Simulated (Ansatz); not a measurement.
# TiN: single-point calculation

System: TiN (Fm-3m, 2 atoms in the cell).
Method: DFT PBEsol, scalar-relativistic, plane waves, PAW, no spin polarisation (Ansatz 0.2.0).

The structure derives from an entry of the Crystallography Open Database. It belongs to a series of runs on one base structure; here: volume × 1.06.

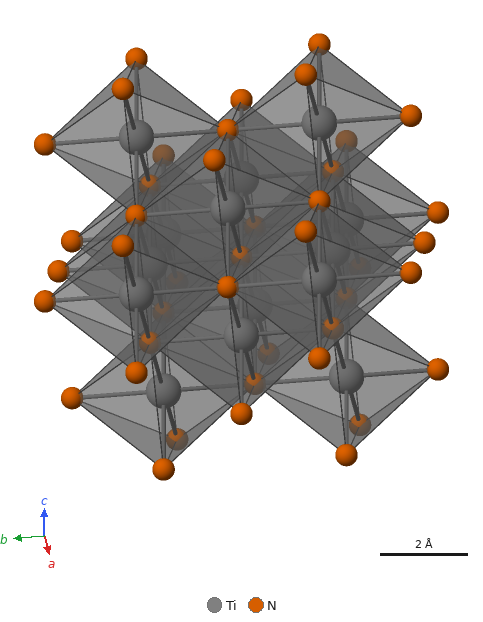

The structure (polyhedral view of the cell 4 times as large as that of the calculation, set on its symmetry axes, seen at an oblique angle; polyhedra are completed across the faces of the cell).

## The input
```yaml
crystal:
  lattice:
    - [0.0, 2.1431918604, 2.1431918604]
    - [2.1431918604, 0.0, 2.1431918604]
    - [2.1431918604, 2.1431918604, 0.0]
  atoms:
    - { symbol: Ti, position: [0.0, 0.0, 0.0] }
    - { symbol: "N", position: [0.5, 0.5, 0.5] }
basis:
  ecutwfc: 420
kpoints:
  mp_grid: { grid: [18, 18, 18] }
hamiltonian:
  xc: pbesol
scf:
  occupations: { method: gaussian, width: 0.1 }
output:
  forces: true
  stress: true
  eigenvalues: true
  write_density: true
  write_potential: true
  elf: true
  volumetric_format: npy
```

Run as:
```bash
ansatz run input.yaml --threads 1 --pin off --max-ram 2560MiB --backend cpu --events-out ev --progress --plain --runs-dir out
```

## Output
```
Engine: ansatz 0.2.0, x86_64-unknown-linux-gnu
Pseudopotentials: kind: paw
Pseudopotential: Ti, paw, valence charge 12, recommended cutoff 420 eV (normal), Ti.paw.azcp
Pseudopotential: N, paw, valence charge 5, recommended cutoff 420 eV (normal), N.paw.azcp
Functional definition: PBEsol
  exchange = pbesol_x
  correlation = pbesol_c
Crystal: 2 atoms, lattice volume = 19.689 Å³
Basis set: ecut = 420 eV, 387 PW (Γ), exchange–correlation on 48×48×48 points (8 copies of the dense FFT grid, shifted against one another)
Bands: 13, of which v1, the nominal top of the filled ones, is band 9 counted from 1 (8 counted from 0)
Symmetry: 48 space group operations
Space group: Fm-3m (ITA 225), of the structure as read, at distance tolerance 2.7e-5 Å
k-points: 195 of 5832
Non-local potential: Ti, projectors of the file, l = 0: 3, l = 1: 2, l = 2: 3, l = 3: 1
Non-local potential: N, projectors of the file, l = 0: 2, l = 1: 2, l = 2: 1
PAW form: soft (Blöchl's): semilocal exchange-correlation on the pseudo side does not see the compensation charge
PAW frozen core: Ti, regenerated for the run's functional, and the local potential with it (the file was generated under x = pbe(κ = 0.804, μ = 0.2195149727645171), c = pbe(β = 0.06672455060314922))
PAW frozen core: N, regenerated for the run's functional, and the local potential with it (the file was generated under x = pbe(κ = 0.804, μ = 0.2195149727645171), c = pbe(β = 0.06672455060314922))
PAW one-centre angular grid: Ti, 590 points (default); XC on 64 Gauss nodes
PAW one-centre angular grid: N, 110 points (default); XC on 64 Gauss nodes
Initial density: superposition of atomic densities (neutral atoms: chi_scale 0, normalization atom), corrected by the library's trained network
Initial wavefunctions: pseudopotential atomic-orbital guess
Functional: x = pbesol(κ = 0.804, μ = 0.12345679012345678), c = pbesol(β = 0.046)
SCF iter   1: F=—  HF=-2856.177948 eV  |F-HF|=—  |Δ(HF+E_count)|=         —  Δρ=1.36e-2  dr2=3.52e-2  ethr=1.77e-3  ⟨swp⟩=4.4  Hψ=12296  notcnv=0
preconditioner: auto → none  [metal: Δε(μ)=0.044 eV  Ē_g=9.346 eV  σ=0.100 eV  W_gap=0.24  n_scr=8 (ndim 8)  ℏωp=25.1 eV  f_vac=0.000  D(μ)=0.86/eV (n_scr^D=8)  sad-step TF]
SCF iter   2: F=—  HF=-2856.171400 eV  |F-HF|=—  |Δ(HF+E_count)|=   6.55e-3  Δρ=7.56e-3  dr2=1.27e-2  ethr=2.07e-4  ⟨swp⟩=2.0  Hψ=4853  notcnv=0  defer=66
SCF iter   3: F=—  HF=-2856.168797 eV  |F-HF|=—  |Δ(HF+E_count)|=   2.60e-3  Δρ=1.06e-3  dr2=2.81e-4  ethr=7.48e-5  ⟨swp⟩=2.0  Hψ=2957  notcnv=0  defer=66
SCF iter   4: F=—  HF=-2856.168752 eV  |F-HF|=—  |Δ(HF+E_count)|=   4.58e-5  Δρ=9.55e-5  dr2=1.25e-6  ethr=1.65e-6  ⟨swp⟩=2.0  Hψ=2953  notcnv=0  defer=66
SCF iter   5: F=—  HF=-2856.168754 eV  |F-HF|=—  |Δ(HF+E_count)|=   2.02e-6  Δρ=9.64e-6  dr2=1.29e-8  ethr=7.34e-9  ⟨swp⟩=2.1  Hψ=3245  notcnv=0  defer=66
SCF iter   6: F=-2856.168754 eV  HF=-2856.168754 eV  |F-HF|=2.83e-10  |Δ(HF+E_count)|=  4.20e-10  Δρ=1.65e-6  dr2=3.86e-10  ethr=7.60e-11  ⟨swp⟩=5.7  Hψ=13169  notcnv=0
SCF 1 converged in 6 iterations: F = -2856.168754 eV  dr2 = 3.86e-10
  greatest PAW one-centre occupation: 0.999 electrons in one spin orbital (limit 2), on the Ti atom at site 0 (counted from 0), in its partial waves of l = 0
```

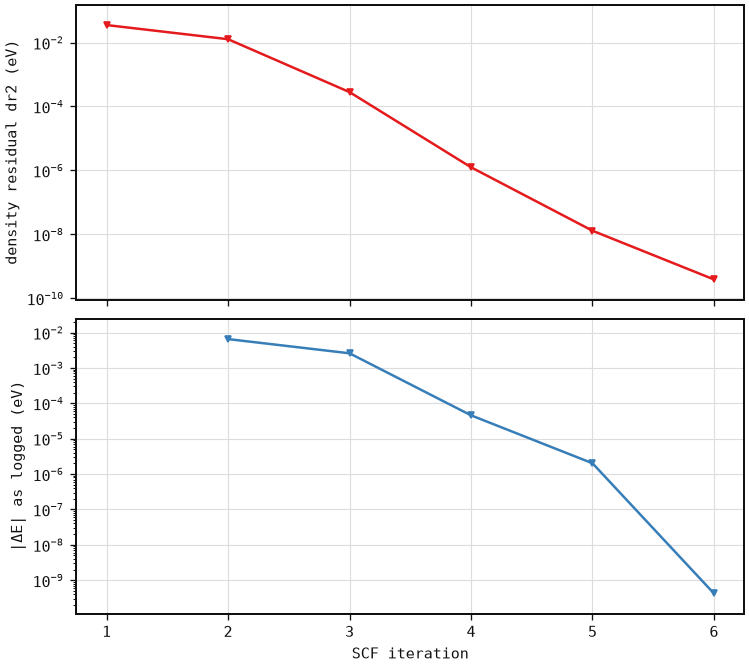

Convergence of the self-consistent field: density residual dr2 and size of the energy change against the SCF iteration. The residual falls at every step.

```
SCF converged after 6 iterations
Free energy (F): -2856.168754 eV
Harris-Foulkes:  -2856.168754 eV  (|F-HF|=2.83e-10)
Internal energy: -2856.164354 eV  (E = F + TS)
E sigma→0 (E₀):  -2856.166554 eV
Entropy (-TS):   -0.004399 eV (-2.200 meV/atom)
Fermi energy:    16.393430 eV
--- Per-component energies (eV) ---
  E_band       = -102.308736
  E_kinetic    = 403.546882
  E_local      = -808.393678  (includes V_loc(G=0)·N_el)
  E_nonlocal   = 52.444032
  E_hartree    = 318.833374
  E_xc         = -157.849935
  E_vxc        = -199.741854  (∫ρ·V_xc dr)
  E_paw        = -1143.763550  (= ΣΔE_a)
  E_vpaw       = -187.831588  (= ΣTr[D̂ρ^β])
  E_aug_tail   = 0.000165  (compensation charges beyond the density's cutoff)
  E_ewald      = -1521.149127
  E_core_change = 0.167483  (= ΣΔE_core)
  E_smearing   = -0.004399  (= −TS)
  E_closure    = -0.000000  (closes the sum)
  Σ components = -2856.168754   (vs F -2856.168754, Δ=0.00e0)
--- Forces (eV/Å), atoms counted from 1 ---
  atom   1  Ti    -0.00000000     0.00000000    -0.00000000
  atom   2  N      0.00000000    -0.00000000     0.00000000
  max |Σ_I F_I| component: 5.78e-30 eV/Å
--- Stress (GPa, compression-positive) ---
      -15.448170      -0.000000       0.000000
        0.000000     -15.448170      -0.000000
       -0.000000       0.000000     -15.448170
  P = ⅓ Tr σ = -15.4482 GPa (-154.482 kbar)
--- Band table (eV; the first three rows and the last of 195) ---
  k-point 0: bands = ["-41.2272", "-17.3358", "-17.3358", "-17.3358", "-0.4718", "14.4119", "14.4119", "14.4119", "15.7970", "15.7970", "15.7970", "16.9487", "16.9487"]
  k-point 1: bands = ["-41.2246", "-17.3544", "-17.3374", "-17.3374", "-0.4134", "14.0505", "14.1478", "14.1478", "15.8894", "15.8894", "15.9835", "17.2183", "17.2183"]
  k-point 2: bands = ["-41.2171", "-17.4077", "-17.3419", "-17.3419", "-0.2427", "13.2760", "13.5974", "13.5974", "16.0849", "16.0849", "16.2925", "17.8582", "17.8582"]
  k-point 194: bands = ["-41.1121", "-17.7024", "-17.6500", "-17.5420", "1.3694", "10.8994", "11.1383", "11.2072", "16.8938", "17.6347", "18.7060", "19.3483", "20.1072"]
```

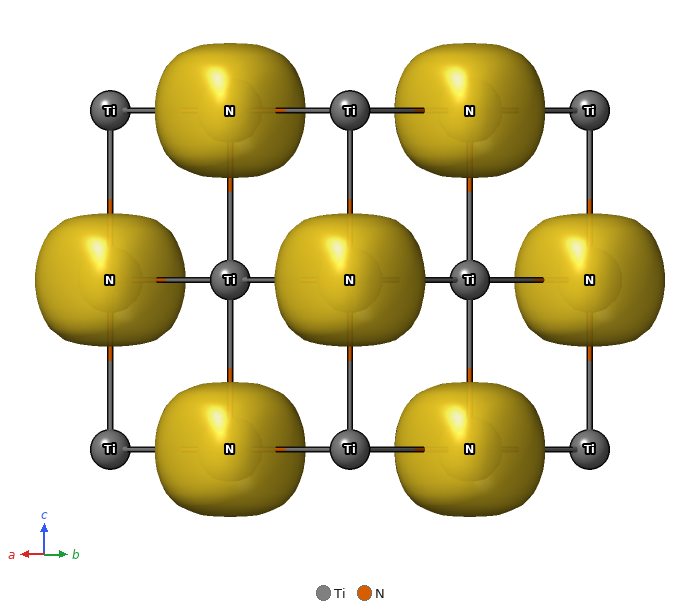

Isosurface of the ELF at 0.65 (yellow), seen along [110]. Only the valence region is drawn (cores and ρ < 0.01 e/Å³ removed). Sticks mark near contacts. The outline is the cell set on symmetry axes. Profiles from the grid: Ti–N (2.14 Å): the ELF is about 0.20 at the midpoint; no shared pair; the contact is polar. The fields are those of the smooth PAW valence density.

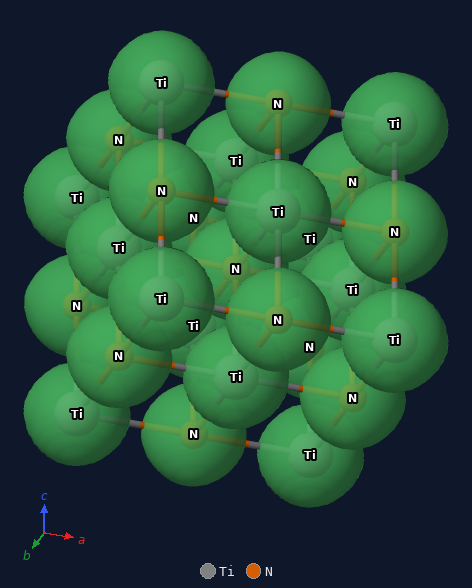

Isosurface of the valence pseudo-density at 0.6 e/Å³ (green), seen at an oblique angle. Sticks mark near contacts. The outline is the cell set on symmetry axes. At this value the density breaks into separate islands; it holds about 75 % of the electrons treated as valence (semicore included). It is pinched off along the Ti–N (2.14 Å) contacts. On the grid the lowest density along these lines, outside the cores, is 0.49 e/Å³ (Ti–N, 2.14 Å).

## Key numbers

```csv
quantity,value
outcome,converged
space group (tolerance 0.01 Å),Fm-3m (225)
electrons treated,17
free energy,−2856.1688 eV
Fermi energy,16.393 eV
gap on the k-point mesh,none (metallic)
pressure,−15.45 GPa
largest force (length of the vector),under 0.001 eV/Å
hardware,"1 thread of Intel Xeon @ 2.50GHz (Skylake/Cascade Lake), 192 GiB of memory available, shared host"
wall time,6.2 s
peak memory,0.4 GiB
```

## Notes

The cell holds an odd number of electrons but the run has no spin polarisation, so it comes out as a metal. The cell is under a tension of 15.4 GPa at this level, so it is not at its equilibrium volume.
